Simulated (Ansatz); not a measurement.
Run report: MoS$_{2}$, geometry relaxation (part 1 of 2)

MoS$_{2}$ (P6₃/mmc, 6 atoms in the cell), computed with DFT PBE+D3(BJ), scalar-relativistic, plane waves, PAW, no spin polarisation (Ansatz 0.2.0).

The structure derives from an entry of the Crystallography Open Database. Figures and captions count atoms from 1; the log counts them from 0 in places.

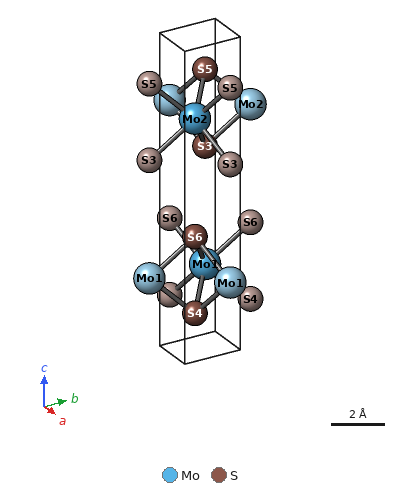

**Figure 1.** The starting structure (ball-and-stick view of the cell of the calculation, seen slightly off an axis; neighbours outside the cell are drawn fainter; atoms are numbered from 1 in the order of the input). An atom can appear more than once, as a periodic image.

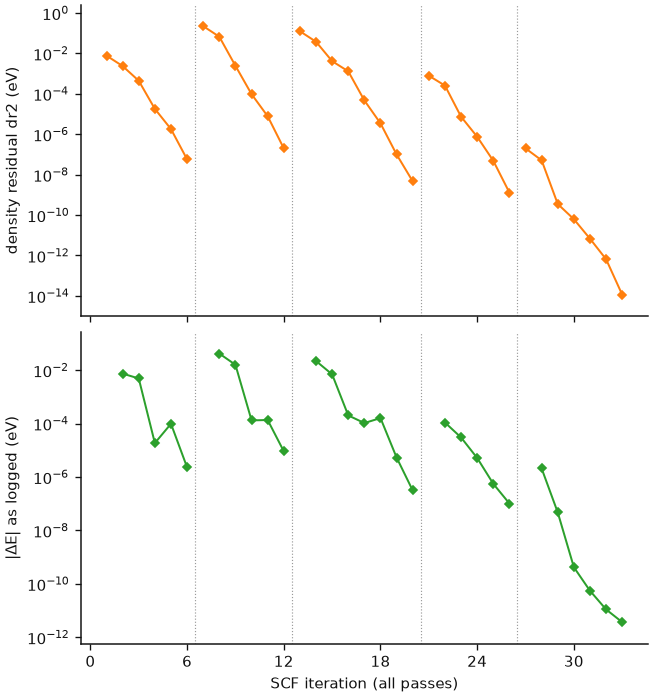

**Figure 2.** Convergence of the self-consistent field: density residual dr2 and size of the energy change against the SCF iteration. The dotted lines part the SCF passes of the relaxation: geometry steps, rejected trials and re-solves on a re-selected basis. The 5 passes take 6 to 8 iterations each, 33 in all.

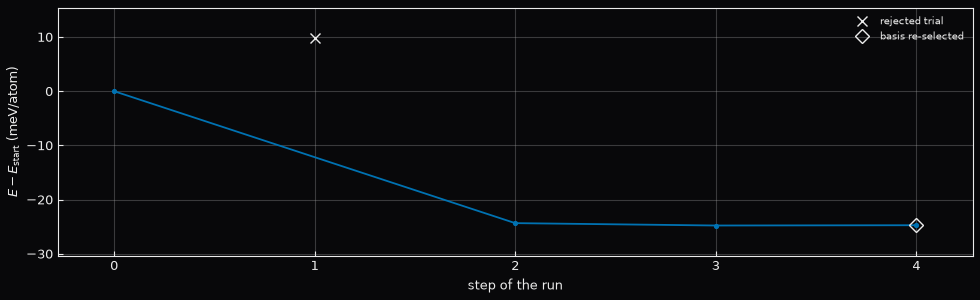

**Figure 3.** Progress of the relaxation, step by step (the first geometry is step 0 here and step 1 in the log).

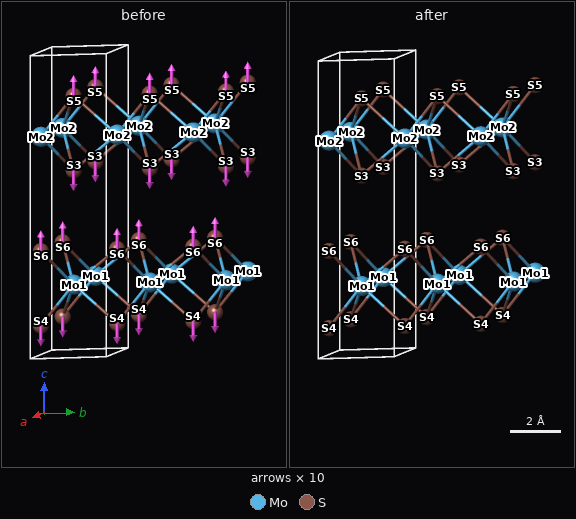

**Figure 4.** Before (left) and after (right) the relaxation, at one scale (ball-and-stick view of the cell of the calculation, repeated 2 × 3 × 1, seen slightly off an axis). The pink arrows give the displacements (without the part carried along by the change of the cell), magnified 10 times. After 3 geometry steps the energy has fallen by 24.8 meV per atom. The largest force component goes from 1.2 to 0.0047 eV/Å. The pressure goes from 4.94 to −0.11 GPa. The line search rejected the trial step at point 1 (counted from 0) and went back. The largest moves relative to the cell, 0.086 Å, are those of S3, S4, S5 and S6. Mo stays in place. The volume changes by −2.4 %, with a = b 3.161 → 3.151 Å (−0.3 %), c 12.295 → 12.082 Å (−1.7 %). Distances before and after: Mo1–S4 2.366 → 2.400 Å. Among the angles that change: S4–Mo1–S6 79.1° → 81.4°. The space group stays P6_3/mmc (No. 194). A last SCF at the same geometry on a re-selected plane-wave basis shifts the energy by +0.1 meV per atom. (Atoms are counted from 1 in the order of the input.)

These pictures come from the run below.

## Input
```yaml
crystal:
  lattice:
    - [3.1610016016, 0.0, 0.0]
    - [-1.5805008008, 2.7375076884, 0.0]
    - [0.0, 0.0, 12.295]
  atoms:
    - { symbol: Mo, position: [0.3333333333, 0.6666666667, 0.25] }
    - { symbol: Mo, position: [0.6666666667, 0.3333333333, 0.75] }
    - { symbol: S, position: [0.3333333333, 0.6666666667, 0.6275] }
    - { symbol: S, position: [0.6666666667, 0.3333333333, 0.1275] }
    - { symbol: S, position: [0.3333333333, 0.6666666667, 0.8725] }
    - { symbol: S, position: [0.6666666667, 0.3333333333, 0.3725] }
basis:
  ecutwfc: 420
kpoints:
  mp_grid: { grid: [6, 6, 2] }
hamiltonian:
  xc: pbe
  dispersion: d3bj
scf:
  occupations: { method: gaussian, width: 0.1 }
output:
  forces: true
  stress: true
  eigenvalues: true
relax:
  adjacent_minimum: "off"
  f_tol: 0.05
  max_steps: 80
  cell: { stress_tol: 0.5 }
```

Launch command:
```bash
ansatz run input.yaml --threads 2 --pin off --max-ram 5120MiB --backend cpu --events-out ev --progress --plain --runs-dir out
```

## What the program printed
```
Engine: ansatz 0.2.0, x86_64-unknown-linux-gnu
Pseudopotentials: kind: paw
Pseudopotential: Mo, paw, valence charge 14, recommended cutoff 420 eV (normal), Mo.paw.azcp
Pseudopotential: S, paw, valence charge 6, recommended cutoff 420 eV (normal), S.paw.azcp
Functional definition: PBE
  parameter kappa = 0.804
  parameter beta = 0.06672455060314922
  exchange = pbe_x(kappa = kappa, mu = beta*pi^2/3)
  correlation = pbe_c(beta = beta)
Crystal: 6 atoms, lattice volume = 106.392 Å³
Basis set: ecut = 420 eV, 2057 PW (Γ), exchange–correlation on 48×48×180 points (8 copies of the dense FFT grid, shifted against one another)
Bands: 32, of which v1, the nominal top of the filled ones, is band 26 counted from 1 (25 counted from 0)
Symmetry: 24 space group operations
Space group: P63/mmc (ITA 194), of the structure as read, at distance tolerance 4.7e-5 Å
k-points: 14 of 72
Non-local potential: Mo, projectors of the file, l = 0: 3, l = 1: 2, l = 2: 2, l = 3: 1
Non-local potential: S, projectors of the file, l = 0: 2, l = 1: 2, l = 2: 2
PAW form: soft (Blöchl's): semilocal exchange-correlation on the pseudo side does not see the compensation charge
PAW one-centre angular grid: Mo, 590 points (default); XC on 64 Gauss nodes
PAW one-centre angular grid: S, 110 points (default); XC on 64 Gauss nodes
Initial density: superposition of atomic densities (neutral atoms: chi_scale 0, normalization atom), corrected by the library's trained network
Initial wavefunctions: pseudopotential atomic-orbital guess
Functional: x = pbe(κ = 0.804, μ = 0.2195149727645171), c = pbe(β = 0.06672455060314922)
SCF iter   1: F=—  HF=-13527.937335 eV  |F-HF|=—  |Δ(HF+E_count)|=         —  Δρ=5.66e-3  dr2=7.68e-3  ethr=1.77e-3  ⟨swp⟩=6.9  Hψ=2007  notcnv=0
preconditioner: auto → Resta (q_TF=auto, 2.421 Å⁻¹)  ε∞=8.3  [insulator: Δε(μ)=0.713 eV  Ē_g=7.979 eV  σ=0.100 eV  W_gap=1.00  n_scr=26 (ndim 8)  ℏωp=21.6 eV  f_vac=0.025  D(μ)=0.00/eV (n_scr^D=0)  ε∞_Penn≈8.3]
SCF iter   2: F=—  HF=-13527.944721 eV  |F-HF|=—  |Δ(HF+E_count)|=   7.39e-3  Δρ=3.19e-3  dr2=2.35e-3  ethr=1.48e-5  ⟨swp⟩=2.0  Hψ=836  notcnv=0
SCF iter   3: F=—  HF=-13527.949577 eV  |F-HF|=—  |Δ(HF+E_count)|=   4.86e-3  Δρ=5.40e-4  dr2=4.40e-4  ethr=4.52e-6  ⟨swp⟩=2.0  Hψ=643  notcnv=0
SCF iter   4: F=—  HF=-13527.949558 eV  |F-HF|=—  |Δ(HF+E_count)|=   1.85e-5  Δρ=1.09e-4  dr2=1.79e-5  ethr=8.46e-7  ⟨swp⟩=2.1  Hψ=610  notcnv=0
SCF iter   5: F=—  HF=-13527.949461 eV  |F-HF|=—  |Δ(HF+E_count)|=   9.77e-5  Δρ=4.36e-5  dr2=1.79e-6  ethr=3.44e-8  ⟨swp⟩=2.0  Hψ=588  notcnv=0
SCF iter   6: F=-13527.949463 eV  HF=-13527.949463 eV  |F-HF|=8.79e-8  |Δ(HF+E_count)|=   2.28e-6  Δρ=7.38e-6  dr2=5.70e-8  ethr=1.92e-10  ⟨swp⟩=7.5  Hψ=2247  notcnv=0
SCF 1 converged in 6 iterations: F = -13527.949463 eV  dr2 = 5.70e-8
  greatest PAW one-centre occupation: 0.998 electrons in one spin orbital (limit 2), on the Mo atom at site 1 (counted from 0), in its partial waves of l = 0
relax step   1: F+E_penalty+E_count = -13527.94946313 eV  Δ(F+E_penalty+E_count) = +0.000e0 eV  max|allowed force component| = 1.225e0 eV/Å  Δτ_max = 0.0000 Å  P = +4.939 GPa  Ω = 106.392 Å³  (6 SCF iters, dr2 threshold 1.00e-7 eV, accepted)
Crystal: 6 atoms, lattice volume = 96.116 Å³
Basis set: ecut = 420 eV, 1863 PW (Γ), exchange–correlation on 48×48×180 points (8 copies of the dense FFT grid, shifted against one another)
Initial density: handed on by an earlier stage of this run
Initial wavefunctions: those handed on with the density
iter 1 solved again at ethr=4.27e-4 eV; its pass at ethr=3.10e-3 eV (dr2=2.22e-1 eV) is discarded
SCF iter   1: F=—  HF=-13527.947212 eV  |F-HF|=—  |Δ(HF+E_count)|=         —  Δρ=1.41e-2  dr2=2.22e-1  ethr=4.27e-4  ⟨swp⟩=1.0  Hψ=2504  notcnv=0
preconditioner: auto → Resta (q_TF=auto, 2.463 Å⁻¹)  ε∞=9.2  [insulator: Δε(μ)=0.469 eV  Ē_g=7.955 eV  σ=0.100 eV  W_gap=1.00  n_scr=26 (ndim 8)  ℏωp=22.7 eV  f_vac=0.000  D(μ)=0.00/eV (n_scr^D=0)  ε∞_Penn≈9.2]
SCF iter   2: F=—  HF=-13527.905645 eV  |F-HF|=—  |Δ(HF+E_count)|=   4.16e-2  Δρ=7.94e-3  dr2=6.62e-2  ethr=4.26e-4  ⟨swp⟩=1.3  Hψ=478  notcnv=0
SCF iter   3: F=—  HF=-13527.889826 eV  |F-HF|=—  |Δ(HF+E_count)|=   1.58e-2  Δρ=1.40e-3  dr2=2.42e-3  ethr=1.27e-4  ⟨swp⟩=2.0  Hψ=641  notcnv=0
SCF iter   4: F=—  HF=-13527.889957 eV  |F-HF|=—  |Δ(HF+E_count)|=   1.31e-4  Δρ=2.96e-4  dr2=9.55e-5  ethr=4.66e-6  ⟨swp⟩=2.4  Hψ=683  notcnv=0
SCF iter   5: F=—  HF=-13527.890091 eV  |F-HF|=—  |Δ(HF+E_count)|=   1.35e-4  Δρ=6.83e-5  dr2=7.73e-6  ethr=1.84e-7  ⟨swp⟩=2.0  Hψ=673  notcnv=0
SCF iter   6: F=-13527.890101 eV  HF=-13527.890101 eV  |F-HF|=3.54e-7  |Δ(HF+E_count)|=   9.14e-6  Δρ=1.41e-5  dr2=2.00e-7  ethr=1.15e-9  ⟨swp⟩=4.5  Hψ=2219  notcnv=0
SCF 2 converged in 6 iterations: F = -13527.890101 eV  dr2 = 2.00e-7
relax step   2: F+E_penalty+E_count = -13527.89010095 eV  Δ(F+E_penalty+E_count) = +5.936e-2 eV  max|allowed force component| = 7.891e-1 eV/Å  Δτ_max = 0.1926 Å  P = +2.615 GPa  Ω = 96.116 Å³  energy of the carried Pulay correction = +1.297e-3 eV  (6 SCF iters, dr2 threshold 6.00e-7 eV, rejected (line search))
Crystal: 6 atoms, lattice volume = 104.740 Å³
Basis set: ecut = 420 eV, 2009 PW (Γ), exchange–correlation on 48×48×180 points (8 copies of the dense FFT grid, shifted against one another)
iter 1 solved again at ethr=2.36e-4 eV; its pass at ethr=3.10e-3 eV (dr2=1.23e-1 eV) is discarded
SCF iter   1: F=—  HF=-13528.123838 eV  |F-HF|=—  |Δ(HF+E_count)|=         —  Δρ=9.12e-3  dr2=1.24e-1  ethr=2.36e-4  ⟨swp⟩=1.0  Hψ=2304  notcnv=0
preconditioner: auto → Resta (q_TF=auto, 2.428 Å⁻¹)  ε∞=8.8  [insulator: Δε(μ)=0.879 eV  Ē_g=7.796 eV  σ=0.100 eV  W_gap=1.00  n_scr=26 (ndim 8)  ℏωp=21.8 eV  f_vac=0.018  D(μ)=0.00/eV (n_scr^D=0)  ε∞_Penn≈8.8]
SCF iter   2: F=—  HF=-13528.101954 eV  |F-HF|=—  |Δ(HF+E_count)|=   2.19e-2  Δρ=5.04e-3  dr2=3.75e-2  ethr=2.36e-4  ⟨swp⟩=1.6  Hψ=545  notcnv=0
SCF iter   3: F=—  HF=-13528.095036 eV  |F-HF|=—  |Δ(HF+E_count)|=   6.92e-3  Δρ=1.19e-3  dr2=4.10e-3  ethr=7.21e-5  ⟨swp⟩=2.0  Hψ=651  notcnv=0
SCF iter   4: F=—  HF=-13528.095236 eV  |F-HF|=—  |Δ(HF+E_count)|=   2.01e-4  Δρ=8.61e-4  dr2=1.29e-3  ethr=7.88e-6  ⟨swp⟩=2.1  Hψ=619  notcnv=0
SCF iter   5: F=—  HF=-13528.095341 eV  |F-HF|=—  |Δ(HF+E_count)|=   1.04e-4  Δρ=1.65e-4  dr2=4.69e-5  ethr=2.48e-6  ⟨swp⟩=2.4  Hψ=638  notcnv=0
SCF iter   6: F=—  HF=-13528.095501 eV  |F-HF|=—  |Δ(HF+E_count)|=   1.60e-4  Δρ=4.70e-5  dr2=3.44e-6  ethr=9.03e-8  ⟨swp⟩=2.0  Hψ=676  notcnv=0
SCF iter   7: F=—  HF=-13528.095506 eV  |F-HF|=—  |Δ(HF+E_count)|=   5.32e-6  Δρ=8.52e-6  dr2=9.93e-8  ethr=6.61e-9  ⟨swp⟩=2.0  Hψ=695  notcnv=0
SCF iter   8: F=-13528.095507 eV  HF=-13528.095507 eV  |F-HF|=3.51e-9  |Δ(HF+E_count)|=   3.11e-7  Δρ=1.71e-6  dr2=4.66e-9  ethr=1.15e-11  ⟨swp⟩=3.7  Hψ=2006  notcnv=0
SCF 3 converged in 8 iterations: F = -13528.095507 eV  dr2 = 4.66e-9
relax step   3: F+E_penalty+E_count = -13528.09550667 eV  Δ(F+E_penalty+E_count) = -1.460e-1 eV  max|allowed force component| = 1.031e-1 eV/Å  Δτ_max = 0.0798 Å  P = -0.796 GPa  Ω = 104.740 Å³  energy of the carried Pulay correction = +2.000e-4 eV  (8 SCF iters, accepted)
Crystal: 6 atoms, lattice volume = 103.853 Å³
iter 1 solved again at ethr=1.80e-6 eV; its pass at ethr=3.10e-3 eV (dr2=9.38e-4 eV) is discarded
```
